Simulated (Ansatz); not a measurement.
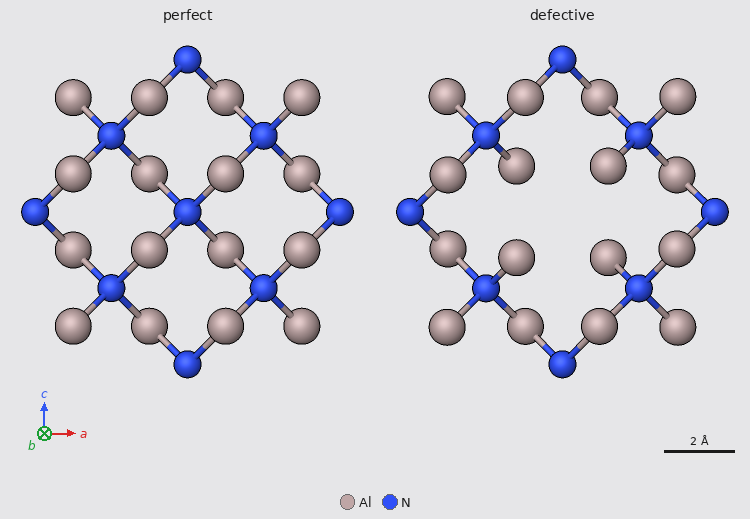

Left: perfect AlN. Right: the same region with one point defect, after relaxing the atoms in a supercell of 32 sites. A ball-and-stick model of the atoms within 5.4 Å of one point, in a slice 3.4 Å thick across the line of sight, seen along the b axis.

Level of theory: Ansatz, DFT PBE, scalar-relativistic, plane waves, PAW. Set-up: plane-wave cutoff 420 eV; k-point mesh 2 × 2 × 2; occupations gaussian; smearing width 0.01 eV; mesh shifted by (0.5, 0.5, 0.5); no spin polarisation. The cell is small and the k-mesh coarse, so the numbers are rough. A uniform background neutralises the charged cell. The axes drawn are those of the host's conventional cell.

Which defect is it?

A nitrogen atom is taken out (a vacancy).

The charge state of the cell is +3.

What does the relaxation do around it?

Around the empty N site the host had 4 Al at 1.91 Å; after relaxation the nearest atoms are 4 Al at 2.29 Å. Of the host's atoms, an aluminium atom moves furthest from its site, by 0.39 Å.
